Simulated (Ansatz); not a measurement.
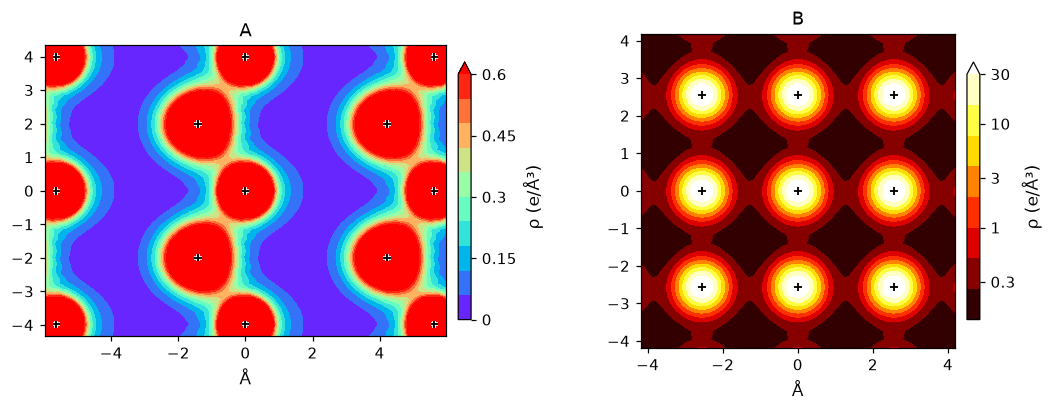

The valence electron density of 2 systems, each on a plane through atoms (crosses mark nuclei in the plane).

All numbers below come from DFT PBEsol, scalar-relativistic, plane waves, PAW (Ansatz).

System 1: ZnSe, the (011) plane of the conventional cell. Space group F-43m.

```cif
data_structure
_symmetry_space_group_name_H-M 'P 1'
_symmetry_Int_Tables_number 1
_cell_length_a 5.6332
_cell_length_b 5.6332
_cell_length_c 5.6332
_cell_angle_alpha 90.000
_cell_angle_beta 90.000
_cell_angle_gamma 90.000
_cell_volume 178.76
loop_
_atom_site_label
_atom_site_type_symbol
_atom_site_fract_x
_atom_site_fract_y
_atom_site_fract_z
_atom_site_occupancy
Zn1 Zn 0.50000 0.50000 0.00000 1
Zn2 Zn 0.00000 0.50000 0.50000 1
Zn3 Zn 0.00000 0.00000 0.00000 1
Zn4 Zn 0.50000 0.00000 0.50000 1
Se1 Se 0.75000 0.75000 0.25000 1
Se2 Se 0.25000 0.75000 0.75000 1
Se3 Se 0.25000 0.25000 0.25000 1
Se4 Se 0.75000 0.25000 0.75000 1
```

System 2: Cu, the (010) plane of the conventional cell. Space group Pmmn; not relaxed (largest force 1.4 eV/Å); computed pressure about 5 GPa in this cell; computed without spin polarisation.

Which map belongs to which system?

Answer. Panel A is system 1, ZnSe: the plane holds Zn and Se. Zn–Se (2.44 Å): the density is about 0.48 e/Å³ at the midpoint. Panel B is system 2, Cu: the plane holds Cu. Cu–Cu (2.56 Å): the density is about 0.31 e/Å³ at the midpoint.
